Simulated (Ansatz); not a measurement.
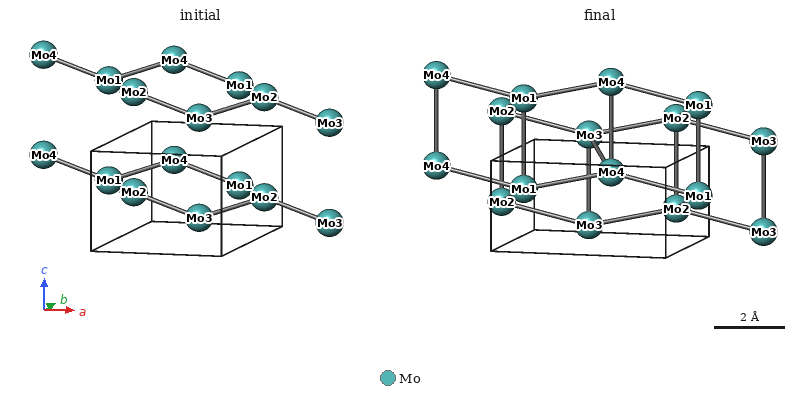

The structure of solid Mo (built on the N_62 type) (coarse preliminary run) before (left) and after (right) a relaxation, at one scale.

The picture is a ball-and-stick view of the cell of the calculation, repeated 1 × 1 × 2 with one cell outlined, seen slightly off an axis.

Case: N type (Pnma, No. 62).

Computed with DFT PBE, scalar-relativistic, plane waves, PAW in Ansatz.

The input:
```yaml
crystal:
  lattice:
    - [3.909409297, 0.0, 0.0]
    - [0.0, 6.4811074743, 0.0]
    - [0.0, 0.0, 2.9149754308]
  atoms:
    - { symbol: Mo, position: [0.0205, 0.25, 0.6348] }
    - { symbol: Mo, position: [0.9795, 0.75, 0.3652] }
    - { symbol: Mo, position: [0.4795, 0.75, 0.1348] }
    - { symbol: Mo, position: [0.5205, 0.25, 0.8652] }
basis:
  ecutwfc: 420
kpoints:
  mp_grid: { grid: [4, 4, 6] }
hamiltonian:
  xc: pbe
scf:
  occupations: { method: gaussian, width: 0.1 }
  lower_state_search: "off"
output:
  forces: true
  stress: true
  eigenvalues: true
relax:
  adjacent_minimum: "off"
  f_tol: 0.04
  max_steps: 70
  cell: { stress_tol: 0.4 }
```

**What changed between the two?**

After 14 accepted moves (18 points after the start) the energy has fallen by 2292 meV per atom. The largest force component goes from 4.6 to 0.012 eV/Å. The pressure goes from 35.06 to 0.26 GPa. The line search rejected the trial steps at points 9, 11 of the run. The SCF was repeated twice at an unchanged geometry on a basis and grid sized afresh for the cell, which shifted the energy by 37.9 meV per atom at most. The largest moves relative to the cell, 0.55 Å, are those of Mo1, Mo2, Mo3 and Mo4. Mo3 goes along −a. The volume changes by −13.4 %, with a 3.909 → 5.230 Å (+33.8 %), b 6.481 → 4.641 Å (−28.4 %), c 2.915 → 2.635 Å (−9.6 %). Among the contacts that change: Mo1–Mo3 3.981 → 2.970 Å, Mo1–Mo4 2.067 → 2.679 Å, Mo1–Mo2 3.338 → 2.765 Å, Mo1–Mo4 (another image) 2.975 → 3.326 Å. New bonds form: Mo1–Mo2 (3.34 → 2.77 Å), Mo3–Mo4 (3.34 → 2.77 Å). Bond angles that change, for instance: Mo4–Mo1–Mo4 142.1° → 155.0°. The space group stays Pnma (No. 62). The run took about 90 core-seconds on a shared host.

Limits of the set-up: the k-point mesh is coarse for a cell with partly filled bands.
